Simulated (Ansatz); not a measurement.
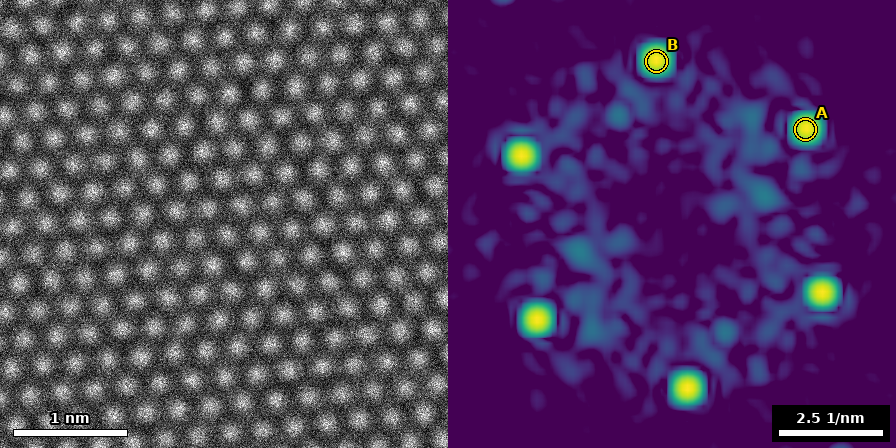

iDPC-like image of Li (P6/mmm, No. 191) along [001]. Simulated as the projected potential of neutral atoms (B = 0.5 Å²) blurred by a 1.09 Å probe, the thin-sample limit of integrated differential phase contrast. Shot noise and the speckle of an amorphous layer were added. Structure: the end point of a relaxation with DFT, revPBE, plane waves (420 eV) with PAW, scalar-relativistic in Ansatz 0.2.0; the starting structure was generated, so it need not be a known form of this composition.

The right panel is the modulus of the image's Fourier transform on a logarithmic scale.

a = 5.000 Å, b = 5.000 Å, c = 2.934 Å, α = 90.00°, β = 90.00°, γ = 120.00°

Index the marked spots and give their plane spacings (the zone axis points at the viewer; indices equivalent by symmetry, or all signs reversed, are as good).

A: (1 -2 0), d = 2.50 Å; B: (2 -1 0), d = 2.50 Å. A and B enclose 60°, and every spot obeys the zone law hu + kv + lw = 0 for [001].
